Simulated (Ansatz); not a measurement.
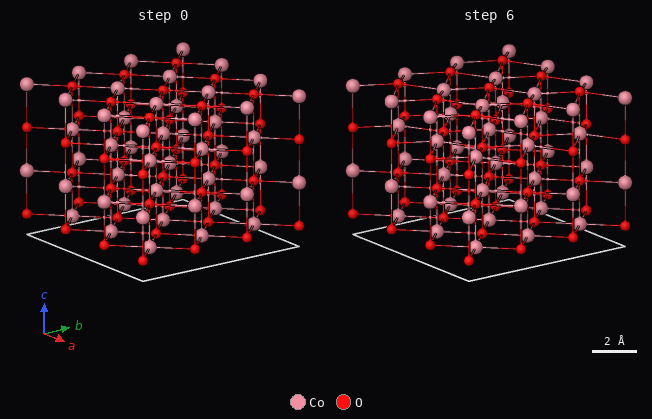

The structure of a slab of composition CoO (cut from the I4/mmm phase) before (left) and after (right) a constrained relaxation, at one scale.

A ball-and-stick model of the 3 × 3 repeat of the cell, outlined in the plane, without the vacuum, seen from a free direction.

Case: clean slab, lower half held. The slab is the (0 0 1) face of CoO. 4 atoms are held fixed.

These are results of DFT PBE, scalar-relativistic, plane waves, PAW (Ansatz), not measurements.

Input file:
```yaml
crystal:
  lattice:
    - [3.0160003058, 0.0, 0.0]
    - [0.0, 3.0160003058, 0.0]
    - [0.0, 0.0, 23.3217498647]
  atoms:
    - { symbol: Co, position: [0.5, 0.5, 0.3644666481], spin: 2.73 }
    - { symbol: O, position: [0.0, 0.0, 0.3644666481], spin: 0.35 }
    - { symbol: Co, position: [0.0, 0.0, 0.454822216], spin: 2.73 }
    - { symbol: O, position: [0.5, 0.5, 0.454822216], spin: 0.35 }
    - { symbol: Co, position: [0.5, 0.5, 0.545177784], spin: 2.73 }
    - { symbol: O, position: [0.0, 0.0, 0.545177784], spin: 0.35 }
    - { symbol: Co, position: [0.0, 0.0, 0.6355333519], spin: 2.73 }
    - { symbol: O, position: [0.5, 0.5, 0.6355333519], spin: 0.35 }
basis:
  ecutwfc: 420
kpoints:
  mp_grid: { grid: [10, 10, 1] }
hamiltonian:
  xc: pbe
scf:
  occupations: { method: gaussian, width: 0.1 }
output:
  forces: true
  eigenvalues: true
  populations: true
  write_density: true
  write_potential: true
  elf: true
  volumetric_format: npy
magnetization:
  spin_polarized: true
relax:
  adjacent_minimum: "off"
  f_tol: 0.03
  max_steps: 70
  constraints: [{ sites: [0, 1, 2, 3] }]
efield:
  axis: 3
  dipole_correction: true
  ramp_width: 0.04
```

Run as
```bash
ansatz run input.yaml --threads 2 --pin off --max-ram 5120MiB --backend cpu --events-out ev --progress --plain --runs-dir out
```

Describe what moved and what it gained.

Answer. Co5 moves most: 0.19 Å along the normal (+c). Largest moves by element: Co 0.19 Å, O 0.12 Å. The cell doesn't change. Some distances before and after: O4–Co5 2.107 → 2.298 Å, Co5–O8 2.107 → 2.041 Å, Co3–O6 2.107 → 2.095 Å, Co5–O6 2.133 → 2.142 Å. Bond angles that change, for instance: Co7–O8–Co7 180.0° → 168.8°, O6–Co5–O6 180.0° → 169.1°, Co5–O8–Co7 90.0° → 84.4°. The energy falls by 47.8 meV per cell of the calculation in 6 geometry steps. Largest force component: 0.26 eV/Å at the start, 0.01 eV/Å at the end. The run may lie on a higher electronic state than the lowest, so the end point isn't shown to be the ground-state structure.
